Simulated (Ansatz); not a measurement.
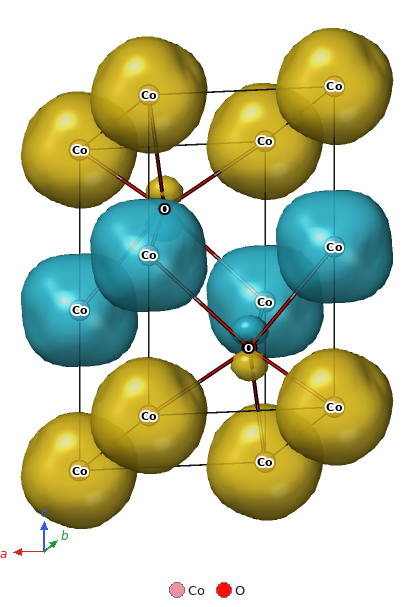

Figure 1: CoO. Isosurfaces of the spin density (up minus down) at +0.1 (yellow) and −0.1 e/Å³ (cyan), seen at an oblique angle. Sticks mark near contacts.

Space group P6₃/mmc; started from the nickel arsenide prototype, which need not be the ambient phase; computed pressure about 6 GPa in this cell; spin-polarised.

Theory: DFT PBEsol, scalar-relativistic, plane waves, PAW in Ansatz 0.2.0.

In a PAW calculation such maps are meaningful between the atoms, not at the nuclei.

> Which atoms carry the moments, and with what signs?

The spin density sits on Co: +2.2 μB and −2.2 μB in one cell of 4 atoms: antiferromagnetic in this solution, which needn't be the ground state, with every nearest magnetic neighbour opposed. The cell of the calculation (4 atoms) carries 0.0 μB of net spin moment.
